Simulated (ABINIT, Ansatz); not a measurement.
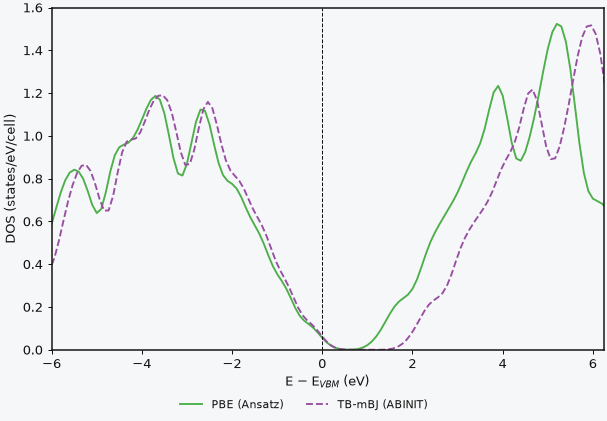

Total densities of states of zincblende BP, space group F-43m, 2 atoms in the primitive cell (cubic a = 4.538 Å), by two methods on the same cell. The DOS curves are built from the levels of the k mesh with Gaussians 0.55 eV wide, which also blur the band edges; ripples of that width can come from the mesh. Each is counted from its own valence-band top.

### How do the methods compare?

PBE (Ansatz) gives a gap of 1.24 eV and TB-mBJ (ABINIT) gives a gap of 1.96 eV. No single filled peak stands out in both curves.

Settings. PBE (Ansatz): Ansatz PAW polarizable, no spin polarisation, no spin-orbit coupling, 10×10×10 k mesh, 420 eV cutoff, Fermi-Dirac smearing of 0.05 eV (Ansatz). TB-mBJ (ABINIT): JTH PAW LDA v2.0, no spin polarisation, no spin-orbit coupling, 10×10×10 k mesh, 653 eV cutoff, Fermi-Dirac smearing of 0.05 eV (ABINIT).

Gaps are the smallest over all k points computed. The two runs differ in program as well. LDA, GGA and most meta-GGA functionals understate gaps. TB-mBJ (ABINIT): the constant c of TB-mBJ comes from the pseudo density here, which moves gaps by up to 0.3 eV between sets of potentials. TB-mBJ (ABINIT): the PAW data sets were made with another functional.
